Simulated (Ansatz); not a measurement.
# Rh: a changed input and its effect

System: Rh (slab, 3 atoms in the cell).
Method of run 1: DFT, LDA, plane waves, PAW, PAW set soft_1, no spin polarisation (Ansatz 0.2.0).

The structure derives from an entry of the Crystallography Open Database. The input holds or restrains some coordinates. Forces given for the steps count only the free coordinates. Text and figures count atoms from 1; the logs count them from 0 in places.

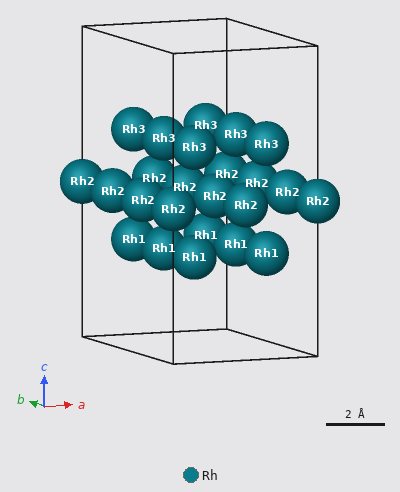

Fig. 1: The starting structure (spheres-only view of the 2 × 3 repeat of the cell, with the vacuum cut short, seen slightly off an axis; atoms are numbered from 1 in the order of the input). An atom can appear more than once, as a periodic image.

### The input, run 1
```yaml
crystal:
  lattice:
    - [2.7082931626, 0.0, 0.0]
    - [0.0, 2.7082931626, 0.0]
    - [0.0, 0.0, 17.8301049214]
  atoms:
    - { symbol: Rh, position: [0.5, 0.5, 0.3925944368] }
    - { symbol: Rh, position: [0.0, 0.0, 0.5] }
    - { symbol: Rh, position: [0.5, 0.5, 0.6074055632] }
basis:
  ecutwfc: 420
kpoints:
  mp_grid: { grid: [11, 11, 1] }
hamiltonian:
  xc: lda
  pseudopotentials: { kind: paw, azcp: { folder: soft_1 } }
scf:
  occupations: { method: gaussian, width: 0.1 }
  mixing: { algorithm: msr1, beta: 0.2, ndim: 8 }
output:
  forces: true
  eigenvalues: true
relax:
  adjacent_minimum: "off"
  f_tol: 0.03
  max_steps: 50
  constraints: [{ sites: [0] }]
efield:
  axis: 3
  dipole_correction: true
  ramp_width: 0.04
```

Command:
```bash
ansatz run input.yaml --threads 4 --pin off --max-ram 12288MiB --backend cpu --events-out ev --progress --plain --runs-dir out
```

Hardware: 4 threads of Arm Neoverse N1, 98 GiB of memory available, shared host.

### Output, shortened to warnings, some set-up lines, iterations and results (run 1)
```
Warning: [file] the record states the generating functional pbe (its physics header spells it `PBE`), which answers neither for hamiltonian.xc's functional nor for the lda family's — results may be inconsistent (PPs are generated against a specific XC)
WARN: efield: at this solve's end the planar-averaged density reaches -7.08e-5 e/Å³ inside the ramp window [0.9239, 0.0761] (bound 1e-5 e/Å³); by the running means of the window's planes the mean density over a ramp is at most 1.58e-5 e/Å³, which is held to the bound (the quickstart, § The vacuum guard, A window that rings); the window's nearer edge stands 5.64 Å from this solve's nearest atom …
WARN: efield: at this solve's end the planar-averaged density reaches 8.18e-5 e/Å³ inside the ramp window [0.9239, 0.0761] (bound 1e-5 e/Å³), and -8.15e-5 e/Å³ on another of its planes; by the running means of the window's planes the mean density over a ramp is at most 1.80e-5 e/Å³, which is held to the bound (the quickstart, § The vacuum guard, A window that rings); the window's nearer edge …
Basis set: ecut = 420 eV, 2615 PW (Γ)
Symmetry: 8 space group operations
k-points: 21 of 121
Initial density: superposition of atomic densities (neutral atoms: chi_scale 0, normalization atom)
[...]
SCF iter   1: F=—  HF=-18834.740037 eV  |F-HF|=—  |Δ(HF+E_count)|=         —  Δρ=5.97e-2  dr2=5.47e0  ethr=3.10e-3  p=0.000 e·Å  D=4.87e-14 V/Å  ΔV_dip=-0.00 eV  …
SCF iter   2: F=—  HF=-18833.636556 eV  |F-HF|=—  |Δ(HF+E_count)|=    1.10e0  Δρ=3.63e-2  dr2=1.86e0  ethr=3.10e-3  p=-0.000 e·Å  D=-3.03e-7 V/Å  ΔV_dip=0.00 eV  …
SCF iter   3: F=—  HF=-18833.080967 eV  |F-HF|=—  |Δ(HF+E_count)|=   5.56e-1  Δρ=1.06e-2  dr2=7.69e-2  ethr=3.10e-3  p=-0.000 e·Å  D=-2.62e-6 V/Å  ΔV_dip=0.00 eV  …
SCF iter   4: F=—  HF=-18833.058744 eV  |F-HF|=—  |Δ(HF+E_count)|=   2.22e-2  Δρ=2.15e-3  dr2=6.53e-3  ethr=1.51e-4  p=-0.000 e·Å  D=-8.49e-6 V/Å  ΔV_dip=0.00 eV  …
SCF iter   5: F=—  HF=-18833.059444 eV  |F-HF|=—  |Δ(HF+E_count)|=   6.99e-4  Δρ=9.34e-4  dr2=1.49e-3  ethr=1.28e-5  p=-0.000 e·Å  D=-6.71e-6 V/Å  ΔV_dip=0.00 eV  …
[... 31 lines ...]
SCF iter   5: F=—  HF=-18833.305495 eV  |F-HF|=—  |Δ(HF+E_count)|=   5.95e-6  Δρ=5.31e-5  dr2=6.78e-6  ethr=7.27e-8  p=-0.000 e·Å  D=-6.77e-5 V/Å  ΔV_dip=0.00 eV  …
SCF iter   6: F=—  HF=-18833.305498 eV  |F-HF|=—  |Δ(HF+E_count)|=   3.30e-6  Δρ=1.47e-5  dr2=4.75e-7  ethr=1.33e-8  p=-0.000 e·Å  D=-2.68e-5 V/Å  ΔV_dip=0.00 eV  …
SCF iter   7: F=-18833.305499 eV  HF=-18833.305499 eV  |F-HF|=2.32e-8  |Δ(HF+E_count)|=   5.09e-7  Δρ=2.36e-6  dr2=1.52e-8  ethr=1.96e-10  p=-0.000 e·Å  D=-1.17e-5 V/Å  …
SCF 4 converged in 7 iterations: F = -18833.305499 eV  dr2 = 1.52e-8
relax step   4: F+E_penalty+E_count = -18833.30549865 eV  Δ(F+E_penalty+E_count) = -7.111e-4 eV  max|allowed force component| = 1.193e-2 eV/Å  Δτ_max = 0.0178 Å  (7 SCF …
SCF converged after 7 iterations
Free energy (F): -18833.305499 eV
Harris-Foulkes:  -18833.305499 eV  (|F-HF|=2.32e-8)
Internal energy: -18833.280140 eV  (E = F + TS)
E sigma→0 (E₀):  -18833.292819 eV
Entropy (-TS):   -0.025359 eV (-8.453 meV/atom)
Fermi energy:    3.373489 eV
Dipole field:    D = 0.000087 V/Å  (p = 0.000063 e·Å, saw-weighted, corrected)
Work function:   Φ+ = 5.3032 eV   Φ− = 5.3047 eV
Levels:          The Fermi level and band energies are counted from a zero that moves with the ramp; work functions are not
Vacuum region:   at the solve's end the planar-averaged density reaches 8.18e-5 e/Å³ inside the ramp window [0.9239, 0.0761] (bound 1e-5 e/Å³), and -8.15e-5 e/Å³ on another of its planes; by the running means of the window's planes the mean density over a ramp is at most 1.80e-5 e/Å³, which is held …
--- Per-component energies (eV) ---
  E_band       = -1208.912021
  E_kinetic    = 1610.507634
  E_local      = -52879.829004  (includes V_loc(G=0)·N_el)
  E_nonlocal   = 916.260964
  E_hartree    = 25388.278154
  E_xc         = -598.651551
  E_vxc        = -754.180656  (∫ρ·V_xc dr)
  E_paw        = -10442.014089  (= ΣΔE_a)
  E_vpaw       = -878.233899  (= ΣTr[D̂ρ^β])
  E_aug_tail   = 0.000065  (compensation charges beyond the density's cutoff)
  E_efield     = 0.000000  (sawtooth field / dipole correction)
  E_vefield    = 0.000713  (∫n·V_field dr)
  E_ewald      = 17170.300241
  E_core_change = 1.867446  (= ΣΔE_core)
  E_smearing   = -0.025359  (= −TS)
  E_closure    = 0.000000  (closes the sum)
  Σ components = -18833.305499   (vs F -18833.305499, Δ=0.00e0)
--- Forces (eV/Å), atoms counted from 1 ---
  atom   1  Rh    -0.00000000     0.00000000     0.01393707
  atom   2  Rh    -0.00000000     0.00000000    -0.00203363
  atom   3  Rh     0.00000000     0.00000000    -0.01192516
  max |Σ_I F_I| component: 2.17e-5 eV/Å
--- Relaxed structure (4 steps of the walk, 4 accepted, 0 SCFs on fresh bases) ---
  F+E_penalty+E_count = -18833.30549865 eV   max|allowed force component| = 1.193e-2 eV/Å
  atoms:
    - { symbol: Rh, position: [0.5, 0.5, 0.3925944368] }
    - { symbol: Rh, position: [1.077796012732844e-34, 0.0, 0.49103597870368787] }
    - { symbol: Rh, position: [0.5, 0.5, 0.5894643521133112] }
```

The input of run 2 differs as follows (lines with − go, lines with + come):
```diff
-  xc: lda
+  xc: pbe
-  mixing: { algorithm: msr1, beta: 0.2, ndim: 8 }
```

Predict how the results change.

The total energies belong to different methods, so their difference says nothing on which is more stable or more accurate. The functional changes from LDA to PBE. The SCF takes 26 iterations over all geometry steps against 33.

### Output, shortened to warnings, some set-up lines, iterations and results (run 2)
```
WARN: efield: at this solve's end the planar-averaged density reaches -5.40e-5 e/Å³ inside the ramp window [0.9239, 0.0761] (bound 1e-5 e/Å³); by the running means of the window's planes the mean density over a ramp is at most 1.26e-5 e/Å³, which is held to the bound (the quickstart, § The vacuum guard, A window that rings); the window's nearer edge stands 5.64 Å from this solve's nearest atom …
Basis set: ecut = 420 eV, 2615 PW (Γ), exchange–correlation on 40×40×240 points (8 copies of the dense FFT grid, shifted against one another)
Symmetry: 8 space group operations
k-points: 21 of 121
Initial density: superposition of atomic densities (neutral atoms: chi_scale 0, normalization atom)
[...]
SCF iter   1: F=—  HF=-19207.883736 eV  |F-HF|=—  |Δ(HF+E_count)|=         —  Δρ=5.23e-2  dr2=4.51e0  ethr=3.10e-3  p=0.000 e·Å  D=4.87e-14 V/Å  ΔV_dip=-0.00 eV  …
SCF iter   2: F=—  HF=-19208.542599 eV  |F-HF|=—  |Δ(HF+E_count)|=   6.59e-1  Δρ=6.46e-2  dr2=6.63e0  ethr=3.10e-3  p=-0.000 e·Å  D=-6.14e-5 V/Å  ΔV_dip=0.00 eV  …
SCF iter   3: F=—  HF=-19206.664040 eV  |F-HF|=—  |Δ(HF+E_count)|=    1.88e0  Δρ=1.16e-2  dr2=1.48e-1  ethr=3.10e-3  p=-0.000 e·Å  D=-4.59e-6 V/Å  ΔV_dip=0.00 eV  …
SCF iter   4: F=—  HF=-19206.621072 eV  |F-HF|=—  |Δ(HF+E_count)|=   4.30e-2  Δρ=2.43e-3  dr2=1.00e-2  ethr=2.89e-4  p=-0.000 e·Å  D=-5.30e-7 V/Å  ΔV_dip=0.00 eV  …
SCF iter   5: F=—  HF=-19206.620459 eV  |F-HF|=—  |Δ(HF+E_count)|=   6.13e-4  Δρ=8.22e-4  dr2=2.20e-3  ethr=1.97e-5  p=0.000 e·Å  D=3.89e-6 V/Å  ΔV_dip=-0.00 eV  …
[... 24 lines ...]
SCF iter   2: F=—  HF=-19206.671675 eV  |F-HF|=—  |Δ(HF+E_count)|=   3.54e-7  Δρ=9.32e-6  dr2=1.23e-7  ethr=1.18e-9  p=-0.000 e·Å  D=-1.21e-4 V/Å  ΔV_dip=0.00 eV  …
SCF iter   3: F=—  HF=-19206.671675 eV  |F-HF|=—  |Δ(HF+E_count)|=   6.27e-8  Δρ=6.07e-6  dr2=1.04e-7  ethr=1.96e-10  p=-0.000 e·Å  D=-1.21e-4 V/Å  ΔV_dip=0.00 eV  …
SCF iter   4: F=-19206.671675 eV  HF=-19206.671675 eV  |F-HF|=1.45e-8  |Δ(HF+E_count)|=   2.57e-8  Δρ=1.57e-6  dr2=5.76e-9  ethr=1.96e-10  p=-0.000 e·Å  D=-1.22e-4 V/Å  …
SCF 4 converged in 4 iterations: F = -19206.671675 eV  dr2 = 5.76e-9
relax step   4: F+E_penalty+E_count = -19206.67167500 eV  Δ(F+E_penalty+E_count) = -6.212e-7 eV  max|allowed force component| = 2.166e-2 eV/Å  Δτ_max = 0.0000 Å  (4 SCF …
SCF converged after 4 iterations
Free energy (F): -19206.671675 eV
Harris-Foulkes:  -19206.671675 eV  (|F-HF|=1.45e-8)
Internal energy: -19206.640850 eV  (E = F + TS)
E sigma→0 (E₀):  -19206.656263 eV
Entropy (-TS):   -0.030825 eV (-10.275 meV/atom)
Fermi energy:    3.710752 eV
Dipole field:    D = -0.000137 V/Å  (p = -0.000099 e·Å, saw-weighted, corrected)
Work function:   Φ+ = 4.9383 eV   Φ− = 4.9358 eV
Levels:          The Fermi level and band energies are counted from a zero that moves with the ramp; work functions are not
--- Per-component energies (eV) ---
  E_band       = -1186.922196
  E_kinetic    = 1607.734120
  E_local      = -51301.396163  (includes V_loc(G=0)·N_el)
  E_nonlocal   = 898.567722
  E_hartree    = 24615.356900
  E_xc         = -601.576594
  E_vxc        = -754.389715  (∫ρ·V_xc dr)
  E_paw        = -10811.055053  (= ΣΔE_a)
  E_vpaw       = -868.157916  (= ΣTr[D̂ρ^β])
  E_aug_tail   = 0.000152  (compensation charges beyond the density's cutoff)
  E_efield     = 0.000000  (sawtooth field / dipole correction)
  E_vefield    = -0.000541  (∫n·V_field dr)
  E_ewald      = 16385.728067
  E_smearing   = -0.030825  (= −TS)
  E_closure    = -0.000000  (closes the sum)
  Σ components = -19206.671675   (vs F -19206.671675, Δ=0.00e0)
--- Forces (eV/Å), atoms counted from 1 ---
  atom   1  Rh    -0.00000000     0.00000000     0.00709504
  atom   2  Rh     0.00000000     0.00000000    -0.02165592
  atom   3  Rh    -0.00000000     0.00000000     0.01456430
  max |Σ_I F_I| component: 3.42e-6 eV/Å
--- Relaxed structure (4 steps of the walk, 4 accepted, 0 SCFs on fresh bases) ---
  F+E_penalty+E_count = -19206.67167500 eV   max|allowed force component| = 2.166e-2 eV/Å
  atoms:
    - { symbol: Rh, position: [0.5, 0.5, 0.3925944368] }
    - { symbol: Rh, position: [-5.333423568162528e-35, 0.0, 0.4957007242948903] }
    - { symbol: Rh, position: [0.5, 0.5, 0.5986358193517712] }
```

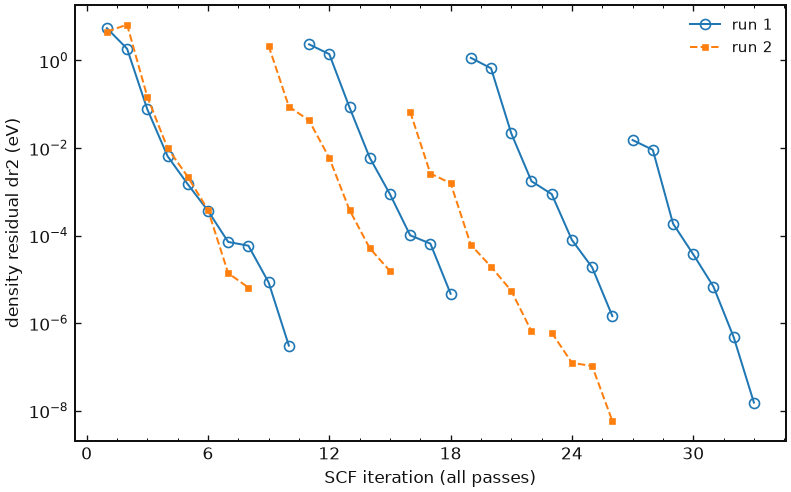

Fig. 2: Convergence of the two runs: density residual dr2 against the SCF iteration. A break in a curve parts two SCF passes. Run 1 takes 33 iterations in all, and run 2 takes 26.

### The two runs side by side

```csv
quantity,run 1,run 2
outcome,converged,converged
free energy per atom (eV),−6277.7685,−6402.2239
"energy per atom, smearing taken to zero (eV)",−6277.7643,−6402.2188
gap on the mesh (eV),0.00,0.00
largest force (eV/Å),0.014,0.022
SCF iterations,33,26
irreducible k-points,21,21
work function (eV),–,4.94
wall time (shared host),17 s,16 s
```

For run 1: Warnings: the PAW datasets were made with another functional; the density in the vacuum is higher than it should be, so vacuum levels may be off. For run 2: Warnings: the density in the vacuum is higher than it should be, so vacuum levels may be off.
